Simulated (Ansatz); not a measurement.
## Single-point calculation, with input and output: ZrB

- system: ZrB (I4/mmm, 2 atoms in the cell)
- method: DFT PBEsol, scalar-relativistic, plane waves, PAW, no spin polarisation (Ansatz 0.2.0)

The structure derives from an entry of the Crystallography Open Database. It belongs to a series of runs on one base structure; here: ratio of the length along z to the lengths across it x 0.707, volume and fractional coordinates fixed. Figures and captions count atoms from 1; the log counts them from 0 in places.

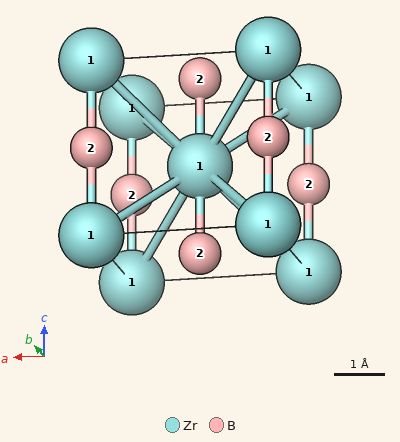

Figure 1. The structure as given in the input (ball-and-stick view of the cell 2 times as large as that of the calculation, set on its symmetry axes, seen at an oblique angle; atoms are numbered from 1 in the order of the input). An atom can appear more than once, as a periodic image.

Input
```yaml
crystal:
  lattice:
    - [0.0, 2.6098556416, 1.8451679386]
    - [2.6098556416, 0.0, 1.8451679386]
    - [2.6098556416, 2.6098556416, 0.0]
  atoms:
    - { symbol: Zr, position: [0.0, 0.0, 0.0] }
    - { symbol: B, position: [0.5, 0.5, 0.5] }
basis:
  ecutwfc: 420
kpoints:
  mp_grid: { grid: [20, 20, 20] }
hamiltonian:
  xc: pbesol
scf:
  occupations: { method: gaussian, width: 0.15 }
output:
  forces: true
  stress: true
  eigenvalues: true
  write_density: true
  write_potential: true
  elf: true
  volumetric_format: npy
```

Run on 1 thread of Arm Neoverse V2, 24 GiB of memory available, shared host.

Command:
```bash
ansatz run input.yaml --threads 1 --pin off --max-ram 2560MiB --backend cpu --events-out ev --progress --plain --runs-dir out
```

Log
```
Engine: ansatz 0.2.0, aarch64-unknown-linux-gnu
Pseudopotentials: kind: paw
Pseudopotential: Zr, paw, valence charge 12, recommended cutoff 420 eV (normal), Zr.paw.azcp
Pseudopotential: B, paw, valence charge 3, recommended cutoff 420 eV (normal), B.paw.azcp
Functional definition: PBEsol
  exchange = pbesol_x
  correlation = pbesol_c
Crystal: 2 atoms, lattice volume = 25.136 Å³
Basis set: ecut = 420 eV, 531 PW (Γ), exchange–correlation on 48×48×50 points (8 copies of the dense FFT grid, shifted against one another)
Bands: 12, of which v1, the nominal top of the filled ones, is band 8 counted from 1 (7 counted from 0)
Symmetry: 16 space group operations
Space group: I4/mmm (ITA 139), of the structure as read, at distance tolerance 2.9e-5 Å
k-points: 641 of 8000
Non-local potential: Zr, projectors of the file, l = 0: 3, l = 1: 2, l = 2: 2, l = 3: 2
Non-local potential: B, projectors of the file, l = 0: 2, l = 1: 2, l = 2: 1
PAW form: soft (Blöchl's): semilocal exchange-correlation on the pseudo side does not see the compensation charge
PAW frozen core: Zr, regenerated for the run's functional, and the local potential with it (the file was generated under x = pbe(κ = 0.804, μ = 0.2195149727645171), c = pbe(β = 0.06672455060314922))
PAW frozen core: B, regenerated for the run's functional, and the local potential with it (the file was generated under x = pbe(κ = 0.804, μ = 0.2195149727645171), c = pbe(β = 0.06672455060314922))
PAW one-centre angular grid: Zr, 590 points (default); XC on 64 Gauss nodes
PAW one-centre angular grid: B, 110 points (default); XC on 64 Gauss nodes
Initial density: superposition of atomic densities (neutral atoms: chi_scale 0, normalization atom), corrected by the library's trained network
Initial wavefunctions: pseudopotential atomic-orbital guess
Functional: x = pbesol(κ = 0.804, μ = 0.12345679012345678), c = pbesol(β = 0.046)
SCF iter   1: F=—  HF=-4278.986562 eV  |F-HF|=—  |Δ(HF+E_count)|=         —  Δρ=1.05e-2  dr2=3.05e-2  ethr=1.77e-3  ⟨swp⟩=5.0  Hψ=40808  notcnv=0
preconditioner: auto → Kerker (q_TF=auto, 2.503 Å⁻¹)  [metal: Δε(μ)=0.007 eV  Ē_g=8.308 eV  σ=0.150 eV  W_gap=0.03  n_scr=12 (ndim 8)  ℏωp=19.6 eV  f_vac=0.000  D(μ)=0.75/eV (n_scr^D=0)]
SCF iter   2: F=—  HF=-4278.981023 eV  |F-HF|=—  |Δ(HF+E_count)|=   5.54e-3  Δρ=4.35e-3  dr2=4.73e-3  ethr=2.04e-4  ⟨swp⟩=1.0  Hψ=12864  notcnv=0
SCF iter   3: F=—  HF=-4278.979811 eV  |F-HF|=—  |Δ(HF+E_count)|=   1.21e-3  Δρ=6.90e-4  dr2=5.51e-5  ethr=3.15e-5  ⟨swp⟩=2.2  Hψ=10499  notcnv=0
SCF iter   4: F=—  HF=-4278.979848 eV  |F-HF|=—  |Δ(HF+E_count)|=   3.75e-5  Δρ=1.37e-4  dr2=4.22e-6  ethr=3.67e-7  ⟨swp⟩=2.2  Hψ=12238  notcnv=0
iter 5 did not close the SCF: its close was put off for the readings that it lacked (scf_convergence_deferred on its scf_iter line)
SCF iter   5: F=-4278.979847 eV  HF=-4278.979847 eV  |F-HF|=3.17e-8  |Δ(HF+E_count)|=   1.19e-6  Δρ=1.91e-5  dr2=8.18e-8  ethr=2.81e-8  ⟨swp⟩=2.6  Hψ=12084  notcnv=0
SCF iter   6: F=-4278.979847 eV  HF=-4278.979847 eV  |F-HF|=3.15e-10  |Δ(HF+E_count)|=   1.66e-9  Δρ=3.21e-6  dr2=2.23e-9  ethr=5.45e-10  ⟨swp⟩=6.7  Hψ=44113  notcnv=0
SCF 1 converged in 6 iterations: F = -4278.979847 eV  dr2 = 2.23e-9
  greatest PAW one-centre occupation: 0.997 electrons in one spin orbital (limit 2), on the Zr atom at site 0 (counted from 0), in its partial waves of l = 0
SCF converged after 6 iterations
Free energy (F): -4278.979847 eV
Harris-Foulkes:  -4278.979847 eV  (|F-HF|=3.15e-10)
Internal energy: -4278.971236 eV  (E = F + TS)
E sigma→0 (E₀):  -4278.975542 eV
Entropy (-TS):   -0.008611 eV (-4.306 meV/atom)
Fermi energy:    15.306440 eV
--- Per-component energies (eV) ---
  E_band       = -47.339617
  E_kinetic    = 395.864754
  E_local      = -613.650437  (includes V_loc(G=0)·N_el)
  E_nonlocal   = 97.437443
  E_hartree    = 196.668454
  E_xc         = -196.934584
  E_vxc        = -234.349910  (∫ρ·V_xc dr)
  E_paw        = -2977.057532  (= ΣΔE_a)
  E_vpaw       = -85.979190  (= ΣTr[D̂ρ^β])
  E_aug_tail   = 0.000020  (compensation charges beyond the density's cutoff)
  E_ewald      = -1181.479785
  E_core_change = 0.180431  (= ΣΔE_core)
  E_smearing   = -0.008611  (= −TS)
  E_closure    = 0.000000  (closes the sum)
  Σ components = -4278.979847   (vs F -4278.979847, Δ=0.00e0)
--- Forces (eV/Å), atoms counted from 1 ---
  atom   1  Zr    -0.00000000     0.00000000     0.00000000
  atom   2  B      0.00000000     0.00000000    -0.00000000
  max |Σ_I F_I| component: 3.03e-30 eV/Å
--- Stress (GPa, compression-positive) ---
       -4.468504       0.000000       0.000000
        0.000000      -4.468504       0.000000
        0.000000       0.000000     171.817245
  P = ⅓ Tr σ = 54.2934 GPa (542.934 kbar)
--- Band table (eV; the first three rows and the last of 641) ---
  k-point 0: bands = ["-32.5044", "-11.1587", "-10.0982", "-10.0982", "6.4499", "15.6468", "15.6468", "16.0177", "16.1972", "17.3623", "17.3623", "18.9687"]
  k-point 1: bands = ["-32.5015", "-11.1674", "-10.1101", "-10.1054", "6.5264", "15.3534", "15.3557", "15.9852", "16.0179", "17.7913", "17.8473", "18.9842"]
  k-point 2: bands = ["-32.4932", "-11.1946", "-10.1427", "-10.1262", "6.7513", "14.6416", "14.6997", "15.8920", "16.1913", "18.3336", "18.7750", "19.1876"]
  k-point 640: bands = ["-32.2750", "-11.7717", "-10.7607", "-10.7607", "7.9596", "12.7753", "15.6240", "15.6240", "19.1721", "20.1357", "20.1357", "20.7560"]
```

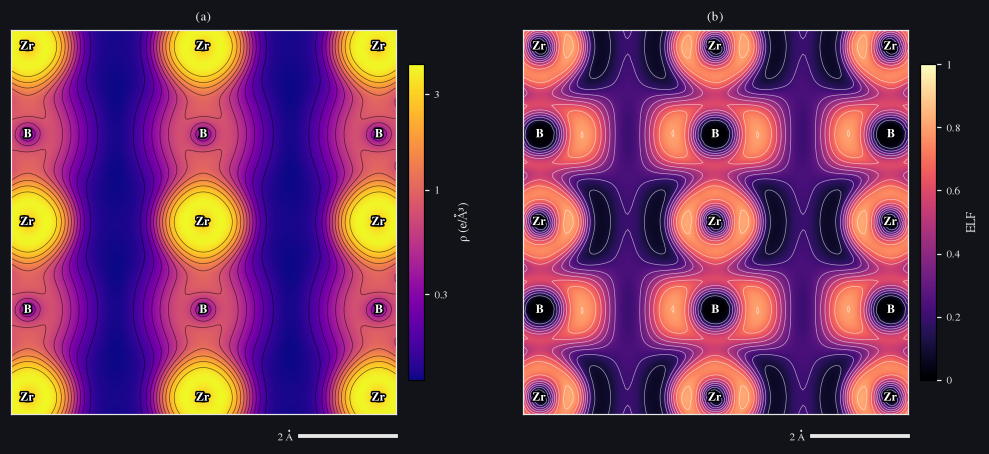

Figure 2. (a) valence electron density; (b) electron localisation function on the (100) plane of the conventional cell. Zr–B (1.85 Å): ρ is about 1.4 e/Å³ halfway; the ELF is about 0.60 at the midpoint. Away from the nuclei the density in this plane falls to 0.11 e/Å³ at its lowest. The strong features right at Zr lie inside the PAW spheres (semicore, d or f shells) and say nothing about bonding. The fields are those of the smooth PAW valence density.

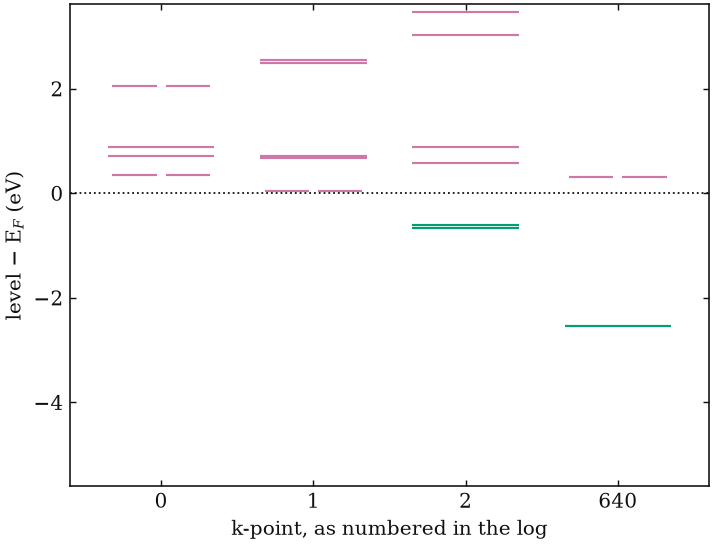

Figure 3. Kohn–Sham levels near the Fermi level (dotted) at the few k-points that the log prints; levels within 0.02 eV of each other stand side by side. The system is metallic on the full mesh.

Results in brief

- outcome: converged
- space group (tolerance 0.01 Å): I4/mmm (139)
- electrons treated: 15
- free energy: −4278.9798 eV
- Fermi energy: 15.306 eV
- gap on the k-point mesh: none (metallic)
- pressure: 54.29 GPa
- largest force (length of the vector): under 0.001 eV/Å
- wall time: 13 s
- peak memory: 0.42 GiB
